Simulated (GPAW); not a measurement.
System: MoS₂ (space group P-6m2).

How it was computed, with GPAW 26.7.0: PAW DFT in plane waves, on a grid or in atomic orbitals, no spin polarisation; energies at scaled volumes of the given cell, shape and fractions fixed, counted from the fit's minimum, third-order Birch-Murnaghan fit. All runs: no spin polarisation.

occupations Fermi–Dirac; smearing width 0.05 eV; wave cutoff 600 eV.

Settings that differ: LDA: k mesh 8×8×2, potentials GPAW-PAW-data-sets-(gpaw-data-1.2.1); PBEsol: k mesh 10×10×2, potentials PAW-data-sets-made-by gpaw-setup-for-the-functional; r2SCAN: k mesh 8×8×2, potentials GPAW-PAW-data-sets-(gpaw-data-1.2.1).

Describe the result: the energy against volume, with one curve for each functional. The cases: LDA; PBEsol; r2SCAN.

The fitted equilibrium volumes, smallest first, are LDA 48.673, PBEsol 49.615, r2SCAN 50.809 Å³/atom. The fitted bulk moduli, smallest first, are r2SCAN 52.2, PBEsol 54.4, LDA 56.9 GPa.

LDA:
| volume (Å³/atom) | energy (meV/atom) |
| --- | --- |
| 47.69 | 3.65 |
| 48.71 | 0.01 |
| 49.72 | 3.85 |
| 50.73 | 14.42 |
| 51.75 | 30.96 |
| 52.76 | 52.87 |
| 53.78 | 79.58 |

PBEsol:
| volume (Å³/atom) | energy (meV/atom) |
| --- | --- |
| 47.69 | 13.61 |
| 48.71 | 2.93 |
| 49.72 | 0.04 |
| 50.73 | 4.11 |
| 51.75 | 14.45 |
| 52.76 | 30.37 |
| 53.78 | 51.31 |

r2SCAN:
| volume (Å³/atom) | energy (meV/atom) |
| --- | --- |
| 47.69 | 34.79 |
| 48.71 | 15.25 |
| 49.72 | 3.94 |
| 50.73 | 0.05 |
| 51.75 | 2.73 |
| 52.76 | 11.47 |
| 53.78 | 25.61 |

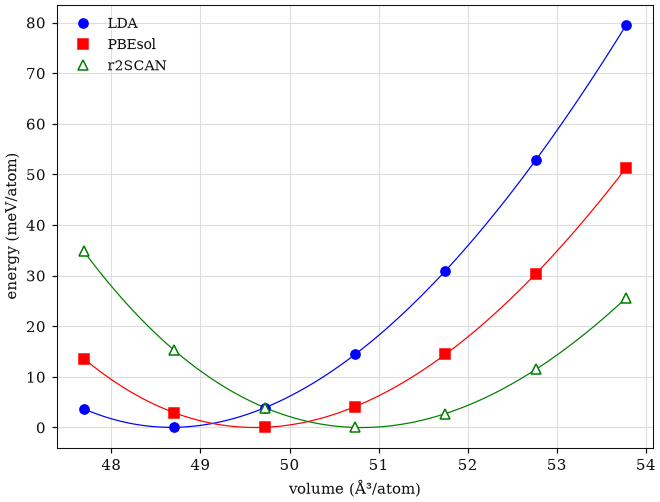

Keep in mind: shape and atomic fractions are frozen while scaling, which makes layered, chain and framework solids too stiff.
